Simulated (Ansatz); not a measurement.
# Au(111) / 1 layer Pd(111) / Au(111): resistance against film thickness, part 2 of 2

How does the resistance across the layers grow with the film in Au(111) / 1 layer Pd(111) / Au(111)?

Ansatz 0.2.0; Ansatz plane-wave DFT, LDA, PAW files; ballistic transport by layer matching (Landauer), zero bias; PAW set soft_1.

So far. Step 2 (With 1 layer): The lead's potential steps by 9 meV from period to period, small in itself. The program estimates the junction's conductance to 3.2 % from the k-mesh, 0.7 % from the leads' distance from neutral and 1.2 % from their steps. Step 3 (With 3 layers, k-mesh 15×15×1, film layers 3): The conductance of the junction is 6.4e14 S/m², 9.2 % under the 7.0e14 S/m² of the last finished run.

### Step 4. With 5 layers, k-mesh 15×15×1, film layers 5

The stack now holds 5 film layers; the k-mesh follows the cell, and the energies span -0.27 to 0.27 eV.

System of this step: Au(111) / 5 layers Pd(111) / Au(111). The cell holds 15 atoms: 10 Au and 5 Pd. Cell: a = 2.884 Å, b = 2.884 Å, c = 33.761 Å, α = 90.0°, β = 90.0°, γ = 120.0°. It derives from Au and Pd. Regions: lead, 10 atoms (10 Au); films, 5 atoms (5 Pd). The structure is stacked along c, and the current runs across the ab planes.

The input, input.yaml:

```yaml
crystal:
  lattice:
    - [2.8837582304, 0.0, 0.0]
    - [-1.4418791152, 2.4974078859, 0.0]
    - [0.0, 0.0, 33.7609080691]
  atoms:
    - { symbol: Au, position: [0.0, 0.0, 0.0348713774] }
    - { symbol: Au, position: [0.3333333333, 0.6666666667, 0.1046141323] }
    - { symbol: Au, position: [0.6666666667, 0.3333333333, 0.1743568872] }
    - { symbol: Au, position: [0.0, 0.0, 0.244099642] }
    - { symbol: Pd, position: [0.3333333333, 0.6666666667, 0.3092282646] }
    - { symbol: Pd, position: [0.6666666667, 0.3333333333, 0.3697427549] }
    - { symbol: Pd, position: [0.0, 0.0, 0.4302572451] }
    - { symbol: Pd, position: [0.3333333333, 0.6666666667, 0.4907717354] }
    - { symbol: Pd, position: [0.6666666667, 0.3333333333, 0.5512862257] }
    - { symbol: Au, position: [0.0, 0.0, 0.6164148483] }
    - { symbol: Au, position: [0.3333333333, 0.6666666667, 0.6861576031] }
    - { symbol: Au, position: [0.6666666667, 0.3333333333, 0.755900358] }
    - { symbol: Au, position: [0.0, 0.0, 0.8256431128] }
    - { symbol: Au, position: [0.3333333333, 0.6666666667, 0.8953858677] }
    - { symbol: Au, position: [0.6666666667, 0.3333333333, 0.9651286226] }
kpoints:
  mp_grid: { grid: [15, 15, 1] }
hamiltonian:
  xc: lda
  pseudopotentials: { kind: paw, azcp: { folder: soft_1 }, xc_functional: pbe }
scf:
  occupations: { method: fermi_dirac, width: 0.1 }
output:
  transmission:
    leads: [[0, 1]]
    kmesh: [30, 30]
    e_range: [-0.27, 0.27]
    de: 0.036
  write_potential: true
  write_density: true
  volumetric_format: npy
```

The run is started by

```sh
$ ansatz run input.yaml --threads 4 --pin off --max-ram 8192MiB --backend cpu --events-out ev --progress --plain --runs-dir out
```

Numbers of over 12 decimals in the logs are rounded to 6 here.

What it wrote:

```text
[...]
Crystal: 15 atoms, lattice volume = 243.143 Å³
Basis set: ecut = 420 eV, 4757 PW (Γ)
Bands: 168, of which v1, the nominal top of the filled ones, is band 140 counted from 1 (139 counted from 0)
Symmetry: 12 space group operations
[...]
k-points: 27 of 225
[...]
--- Transmission ---
  basis      : 61 plane waves across, 50 finite elements along
  points     : 91, standing for a mesh of 30 x 30
[...]
filled         : 37.7 meV over the level at which it is neutral
    channels       : 7.966667e-1 a spin
[...]
slowest decay  : 0.0856 /Å at (0.0667, 0.0000)
  junction   : crystal 0 to crystal 0, -1.66 to 29.75 Å
    transmission   : 5.683099e-1 a spin
[...]
resistance     : 4.5220e-4 Ω µm² beyond half of each lead's own
[key lines of the parts left out:]
SCF converged after 13 iterations
Free energy (F): -162886.885847 eV
Fermi energy:    20.016048 eV
```

Wall time 49 s (4 threads of Intel Xeon Platinum 8488C (Sapphire Rapids), shared host); peak memory 1.5 GiB; 3.1 min of CPU time.

Numbers from this step:

```yaml
free_energy: -162886.8858 eV
energy_at_zero_smearing: -162886.7218 eV
fermi_energy: 20.02 eV
step_of_the_lead_s_potential: 1.3 meV
lead_conductance_per_cell: 0.7946 G₀
conductance_of_the_junction: 6.16e14 S/m²
junction_conductance_per_cell: 0.5730 G₀
estimated_errors_of_the_junction_s_conductance: 0.3, 0, 4.6, 0.8, 0.9 % (energy step, band edges, k-mesh, leads' steps, distance from neutral)
area_resistance_that_the_stack_adds_contact_term_taken_off_spin_by_spin: 0.4522 fΩ m²
```

Per spin. Transmission, zone mean against energy, zero at the Fermi level:

```csv
energy (eV),"transmission, zone mean"
-0.270,0.669
-0.234,0.631
-0.198,0.621
-0.162,0.597
-0.126,0.580
-0.090,0.549
-0.054,0.552
-0.018,0.581
0.018,0.568
0.054,0.600
0.090,0.561
0.126,0.561
0.162,0.571
0.198,0.571
0.234,0.561
0.270,0.575
```

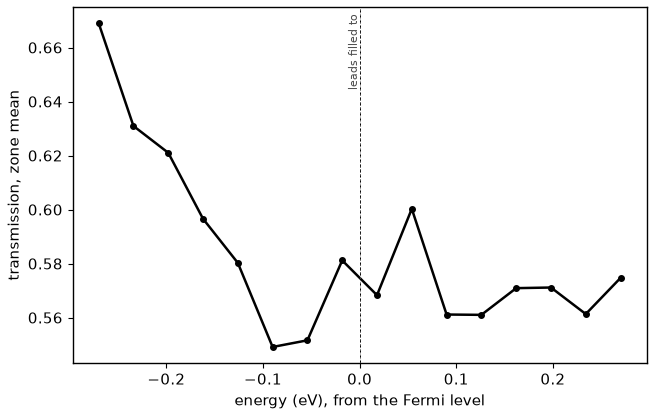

Transmission, zone mean, plotted against energy.

The conductance of the junction is 6.2e14 S/m², 3.2 % under the 6.4e14 S/m² of the last finished run, within the error estimates, leads' steps apart, of 1.7 and 4.6 %.

### Step 5. With 7 layers, k-mesh 15×15×1, film layers 7

The stack now holds 7 film layers; the k-mesh follows the cell, and the energies span -0.27 to 0.27 eV.

System of this step: Au(111) / 7 layers Pd(111) / Au(111). The cell holds 15 atoms: 8 Au and 7 Pd. Its edges and angles: a = 2.884 Å, b = 2.884 Å, c = 33.138 Å, α = 90.0°, β = 90.0°, γ = 120.0°. It derives from Au and Pd. Regions: lead, 8 atoms (8 Au); films, 7 atoms (7 Pd). The structure is stacked along c, and the current runs across the ab planes.

input.yaml, the sections that differ from step 4:

```yaml
crystal:
  lattice:
    - [2.8837582304, 0.0, 0.0]
    - [-1.4418791152, 2.4974078859, 0.0]
    - [0.0, 0.0, 33.1377988848]
  atoms:
    - { symbol: Au, position: [0.0, 0.0, 0.0355270841] }
    - { symbol: Au, position: [0.3333333333, 0.6666666667, 0.1065812523] }
    - { symbol: Au, position: [0.6666666667, 0.3333333333, 0.1776354205] }
    - { symbol: Au, position: [0.0, 0.0, 0.2486895887] }
    - { symbol: Pd, position: [0.3333333333, 0.6666666667, 0.3150428624] }
    - { symbol: Pd, position: [0.6666666667, 0.3333333333, 0.3766952416] }
    - { symbol: Pd, position: [0.0, 0.0, 0.4383476208] }
    - { symbol: Pd, position: [0.3333333333, 0.6666666667, 0.5] }
    - { symbol: Pd, position: [0.6666666667, 0.3333333333, 0.5616523792] }
    - { symbol: Pd, position: [0.0, 0.0, 0.6233047584] }
    - { symbol: Pd, position: [0.3333333333, 0.6666666667, 0.6849571376] }
    - { symbol: Au, position: [0.6666666667, 0.3333333333, 0.7513104113] }
    - { symbol: Au, position: [0.0, 0.0, 0.8223645795] }
    - { symbol: Au, position: [0.3333333333, 0.6666666667, 0.8934187477] }
    - { symbol: Au, position: [0.6666666667, 0.3333333333, 0.9644729159] }
# kpoints, hamiltonian, scf, output: as in step 4
```

What it wrote:

```text
[...]
Crystal: 15 atoms, lattice volume = 238.656 Å³
Basis set: ecut = 420 eV, 4635 PW (Γ)
Bands: 167, of which v1, the nominal top of the filled ones, is band 139 counted from 1 (138 counted from 0)
Symmetry: 12 space group operations
[...]
k-points: 27 of 225
[...]
--- Transmission ---
  basis      : 61 plane waves across, 51 finite elements along
  points     : 91, standing for a mesh of 30 x 30
[...]
filled         : 34.1 meV over the level at which it is neutral
    channels       : 7.966667e-1 a spin
[...]
slowest decay  : 0.0852 /Å at (0.0667, 0.0000)
  junction   : crystal 0 to crystal 0, 0.70 to 31.48 Å
    transmission   : 5.287755e-1 a spin
[...]
resistance     : 5.7054e-4 Ω µm² beyond half of each lead's own
[key lines of the parts left out:]
SCF converged after 13 iterations
Free energy (F): -150843.234148 eV
Fermi energy:    19.881177 eV
```

Wall time 49 s (4 threads); peak memory 1.5 GiB.

This step gave:

| Item | Value |
| --- | --- |
| free energy | -150843.2341 eV |
| energy at zero smearing | -150843.0311 eV |
| Fermi energy | 19.88 eV |
| step of the lead's potential | 12.1 meV |
| lead conductance per cell | 0.7945 G₀ |
| conductance of the junction | 5.75e14 S/m² |
| junction conductance per cell | 0.5340 G₀ |
| estimated errors of the junction's conductance | 0, 0, 4.2, 4.9, 1.1 % (energy step, band edges, k-mesh, leads' steps, distance from neutral) |
| area resistance that the stack adds (contact term taken off, spin by spin) | 0.5705 fΩ m² |

Per spin. The transmission, zone mean by energy, zero at the Fermi level:

```csv
energy (eV),"transmission, zone mean"
-0.270,0.618
-0.234,0.625
-0.198,0.627
-0.162,0.611
-0.126,0.570
-0.090,0.551
-0.054,0.535
-0.018,0.540
0.018,0.529
0.054,0.527
0.090,0.536
0.126,0.551
0.162,0.544
0.198,0.540
0.234,0.544
0.270,0.542
```

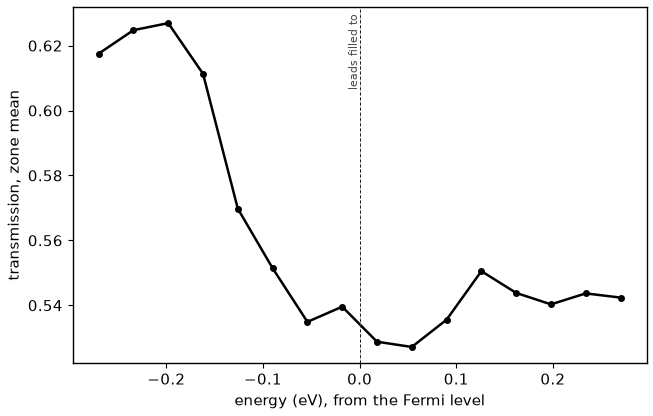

Transmission, zone mean against energy.

The conductance of the junction is 5.7e14 S/m², 6.8 % under the 6.2e14 S/m² of the last finished run, no more than the error estimates, leads' steps apart, of 4.6 and 4.2 % together.

### Step 6. With 9 layers, k-mesh 15×15×1, film layers 9

The stack now holds 9 film layers; the k-mesh follows the cell, and the energies span -0.27 to 0.27 eV.

System of this step: Au(111) / 9 layers Pd(111) / Au(111). The cell holds 18 atoms: 9 Au and 9 Pd. Its edges and angles: a = 2.884 Å, b = 2.884 Å, c = 39.578 Å, α = 90.0°, β = 90.0°, γ = 120.0°. It derives from Au and Pd. Regions: lead, 9 atoms (9 Au); films, 9 atoms (9 Pd). The structure is stacked along c, and the current runs across the ab planes.

input.yaml, the sections that differ from step 5:

```yaml
crystal:
  lattice:
    - [2.8837582304, 0.0, 0.0]
    - [-1.4418791152, 2.4974078859, 0.0]
    - [0.0, 0.0, 39.5784259065]
  atoms:
    - { symbol: Au, position: [0.0, 0.0, 0.029745735] }
    - { symbol: Au, position: [0.3333333333, 0.6666666667, 0.0892372049] }
    - { symbol: Au, position: [0.6666666667, 0.3333333333, 0.1487286749] }
    - { symbol: Au, position: [0.0, 0.0, 0.2082201448] }
    - { symbol: Pd, position: [0.3333333333, 0.6666666667, 0.2637757004] }
    - { symbol: Pd, position: [0.6666666667, 0.3333333333, 0.3153953415] }
    - { symbol: Pd, position: [0.0, 0.0, 0.3670149827] }
    - { symbol: Pd, position: [0.3333333333, 0.6666666667, 0.4186346239] }
    - { symbol: Pd, position: [0.6666666667, 0.3333333333, 0.470254265] }
    - { symbol: Pd, position: [0.0, 0.0, 0.5218739062] }
    - { symbol: Pd, position: [0.3333333333, 0.6666666667, 0.5734935474] }
    - { symbol: Pd, position: [0.6666666667, 0.3333333333, 0.6251131885] }
    - { symbol: Pd, position: [0.0, 0.0, 0.6767328297] }
    - { symbol: Au, position: [0.3333333333, 0.6666666667, 0.7322883852] }
    - { symbol: Au, position: [0.6666666667, 0.3333333333, 0.7917798552] }
    - { symbol: Au, position: [0.0, 0.0, 0.8512713251] }
    - { symbol: Au, position: [0.3333333333, 0.6666666667, 0.9107627951] }
    - { symbol: Au, position: [0.6666666667, 0.3333333333, 0.970254265] }
# kpoints, hamiltonian, scf, output: as in step 5
```

What it wrote:

```text
[...]
Crystal: 18 atoms, lattice volume = 285.041 Å³
Basis set: ecut = 420 eV, 5581 PW (Γ)
Bands: 200, of which v1, the nominal top of the filled ones, is band 167 counted from 1 (166 counted from 0)
Symmetry: 12 space group operations
[...]
k-points: 27 of 225
[...]
--- Transmission ---
  basis      : 61 plane waves across, 61 finite elements along
  points     : 91, standing for a mesh of 30 x 30
[...]
filled         : 30.2 meV over the level at which it is neutral
    channels       : 7.966667e-1 a spin
[...]
slowest decay  : 0.0846 /Å at (0.0667, 0.0000)
  junction   : crystal 0 to crystal 0, -0.70 to 36.53 Å
    transmission   : 5.147666e-1 a spin
[...]
resistance     : 6.0642e-4 Ω µm² beyond half of each lead's own
[key lines of the parts left out:]
SCF converged after 14 iterations
Free energy (F): -177398.748392 eV
Fermi energy:    19.854446 eV
```

Elapsed: 69 s, on 4 threads; peak memory 1.9 GiB.

This step gave:

```
free energy                                                                : -177398.7484 eV
energy at zero smearing                                                    : -177398.4935 eV
Fermi energy                                                               : 19.85 eV
step of the lead's potential                                               : 3.3 meV
ballistic conductance of the lead                                          : 8.54e14 S/m²
estimated errors of the lead's conductance                                 : 0, 4.1, 0.3 % (band edges, k-mesh, distance from neutral)
lead conductance per cell                                                  : 0.7942 G₀
conductance of the junction                                                : 5.63e14 S/m²
junction conductance per cell                                              : 0.5231 G₀
estimated errors of the junction's conductance                             : 0.2, 0, 3.2, 1.8, 1.6 % (energy step, band edges, k-mesh, leads' steps, distance from neutral)
area resistance that the stack adds (contact term taken off, spin by spin) : 0.6064 fΩ m²
```

Per spin. Table of transmission, zone mean by energy, zero at the Fermi level:

```csv
energy (eV),"transmission, zone mean"
-0.270,0.633
-0.234,0.604
-0.198,0.623
-0.162,0.619
-0.126,0.605
-0.090,0.570
-0.054,0.543
-0.018,0.517
0.018,0.515
0.054,0.508
0.090,0.507
0.126,0.530
0.162,0.536
0.198,0.521
0.234,0.534
0.270,0.522
```

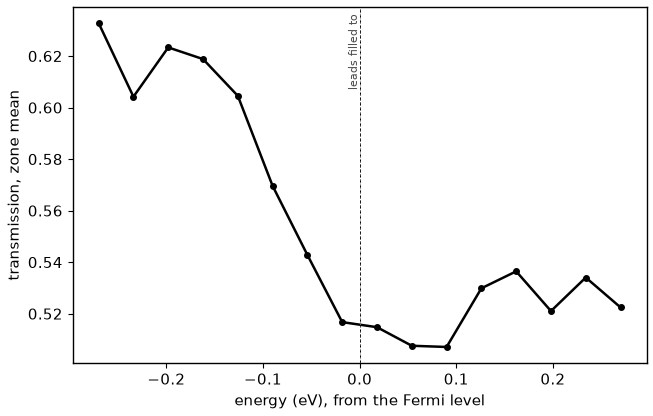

Transmission, zone mean against energy.

The conductance of the junction is 5.6e14 S/m², 2.0 % under the 5.7e14 S/m² of the last finished run, within the error estimates, leads' steps apart, of 4.2 and 3.2 %.

### Step 7. All levels side by side

Times are for 4 threads of Intel Xeon Platinum 8488C (Sapphire Rapids), shared host. The runs compared:

```csv
no.,film layers,"area resistance that the stack adds (contact term taken off, spin by spin) (fΩ m²)",conductance of the junction (S/m²),time,memory (GiB)
1,1,0.2560,7.02e14,66 s,0.98
2,3,0.3998,6.37e14,35 s,1.1
3,5,0.4522,6.16e14,49 s,1.5
4,7,0.5705,5.75e14,49 s,1.5
5,9,0.6064,5.63e14,69 s,1.9
```

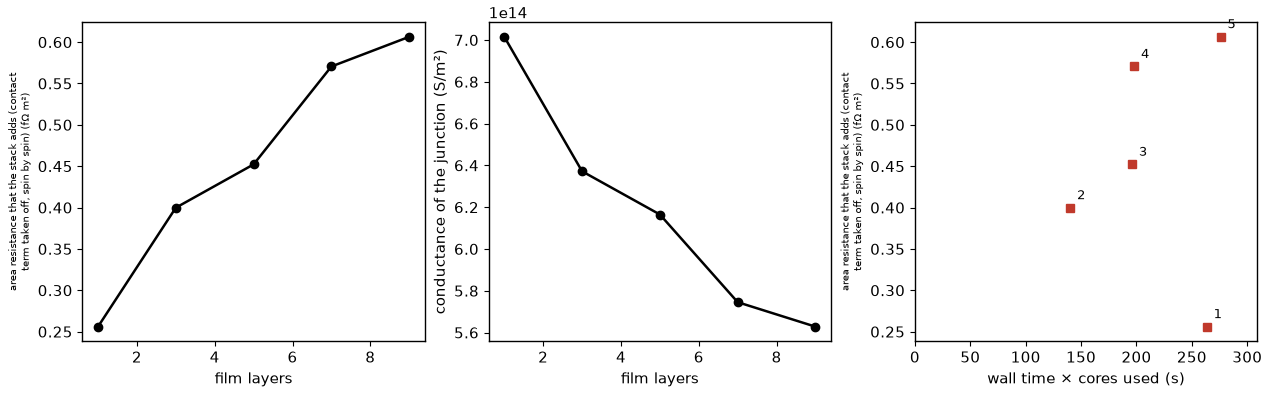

The series as plots; the last panel sets the first result against cost, with the runs numbered as in the table.

### Step 8. What came out

| Item | Value |
| --- | --- |
| area resistance, 1 layer | 0.256 fΩ m² |
| area resistance, 3 layers | 0.400 fΩ m² |
| area resistance, 5 layers | 0.452 fΩ m² |
| area resistance, 7 layers | 0.571 fΩ m² |
| area resistance, 9 layers | 0.606 fΩ m² |

In words: The stack adds 0.26 fΩ m² with 1 layer and 0.61 fΩ m² with 9. From 3 to 9 layers it grows by 52 %, though no single step exceeds the two runs' error estimates together; nothing scatters inside a perfect film, so this is no ohmic growth. Atoms sit on ideal sites and aren't relaxed. Spin-orbit coupling is left out, which matters for Au. Pd(111) is stretched by 4.8 % in plane to fit Au(111). 1 further run is left out: refused by the program, or repeats without effect or without named leads.

[Logs are printed without paths, hosts, clocks, repeated set-up lines and the standing remarks that a program may print on its own settings, such as how far it seeks lower states.]

[Hosts, paths, dates, database ids (printed as entryN), source tags and the programs' standing remarks are cut or masked in the printed files.]
